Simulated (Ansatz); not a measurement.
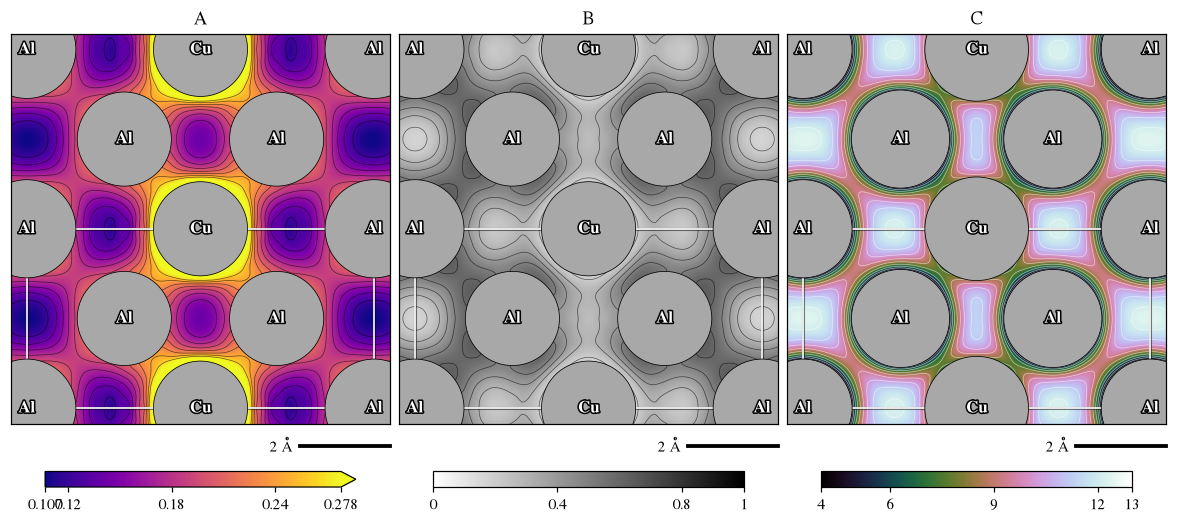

Al3Cu: 3 fields on the (110) plane of the conventional cell, with unlabelled colour scales. Grey discs cover the atomic cores.

Space group P4/mmm; a structure from a database of computed crystals, not necessarily the ambient phase; changed on purpose from its base cell (volume × 1.03, shape and atoms relaxed); computed pressure about −3 GPa in this cell; computed without spin polarisation.

These are results of DFT PBEsol, scalar-relativistic, plane waves, PAW in Ansatz, not measurements.

The panels show electron localisation function, electrostatic potential energy of an electron and valence pseudo-density in some order. Assign them.

Panel A: valence pseudo-density. Panel B: electron localisation function. Panel C: electrostatic potential energy of an electron (low next to the atoms, rising into the space between them). From the grid: Al–Cu (2.60 Å): ρ is about 0.26 e/Å³ halfway; the ELF is about 0.45 at the midpoint. Al–Al (2.93 Å): ρ is about 0.19 e/Å³ halfway; the ELF peaks at about 0.60 between the atoms.
